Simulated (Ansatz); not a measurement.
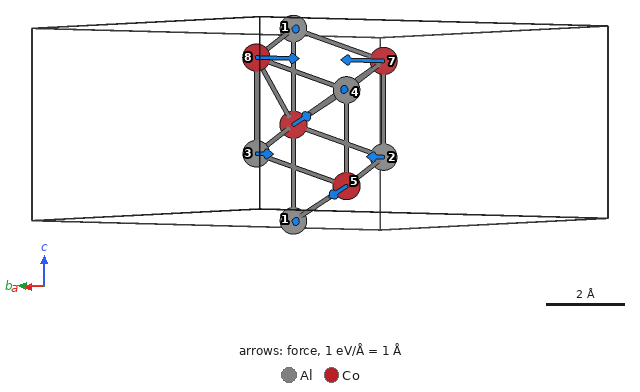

Starting geometry of a wire of composition AlCo with the computed forces as blue arrows. Style: ball-and-stick. Shown: the cell of the calculation, with the vacuum cut short, from a free direction.

Case: wire along [1 1 1], 8 atoms a period.

Method: Ansatz, DFT PBE, scalar-relativistic, plane waves, PAW. Set-up: plane-wave cutoff 420 eV; k-point mesh 1 × 1 × 11; occupations gaussian; smearing width 0.05 eV; no spin polarisation; cell relaxed at fixed a, b, alpha, beta, gamma; force threshold 0.02 eV/Å; at most 45 steps.

**Is this structure relaxed? If not, where do the atoms go?**

It isn't relaxed: the largest force vector, on Co atoms, is 1.38 eV/Å. The final displacements follow the starting forces only in part (cosine between the two patterns 0.55). Over 6 accepted moves (7 points after the start) the energy falls by 1.182 eV per cell of the calculation. Largest force component: 1.4 eV/Å at the start, 0.016 eV/Å at the end. At 1 point the geometry stayed and the basis and grid were re-selected for the new cell (energy shift of 2.3 meV per cell of the calculation at most each time). The largest moves relative to the layer's centre, 0.46 Å, are those of Al atoms. Largest moves by element: Al 0.46 Å, Co 0.42 Å. Along the periodic axis the drawn cell goes c 4.940 → 4.707 Å (−4.7 %). Near-neighbour distances that change, for instance: Co–Co 2.852 → 2.299 Å, Al–Co 2.470 → 2.367 Å, Al–Co 2.470 → 2.566 Å, Al–Co 2.470 → 2.411 Å. Bond angles that change, for instance: Co–Al–Co 109.5° → 81.2°, Al–Co–Al 70.5° → 98.8°, Co–Al–Co 109.5° → 83.5°.

Limits of the set-up: the k-point mesh is coarse for a cell with partly filled bands.
